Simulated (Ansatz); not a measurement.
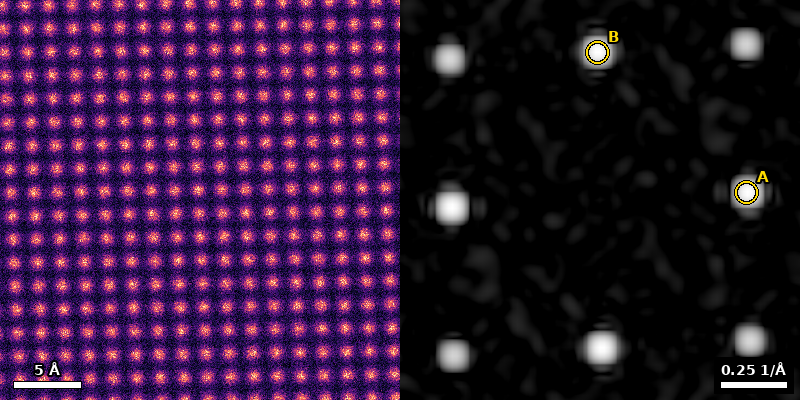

iDPC-like image of a crystal. Simulated as the projected potential of neutral atoms (B = 0.3 Å²) blurred by a 0.64 Å probe, the thin-sample limit of integrated differential phase contrast. Shot noise was added.

The right panel is the modulus of the image's Fourier transform on a logarithmic scale.

Which lattice spacings do the marked spots stand for, and what angle do A and B enclose?

A: 1.8 Å, B: 1.8 Å; A and B enclose about 88°.

The crystal is Zn (P6/mmm, No. 191) along [211]; the spots are (-1 1 1) and (0 -1 1). Atomic positions: coordinates from a relaxation with Ansatz 0.2.0, DFT PBEsol, scalar-relativistic, plane waves, PAW; the starting structure was generated, so it need not be a known form of this composition.
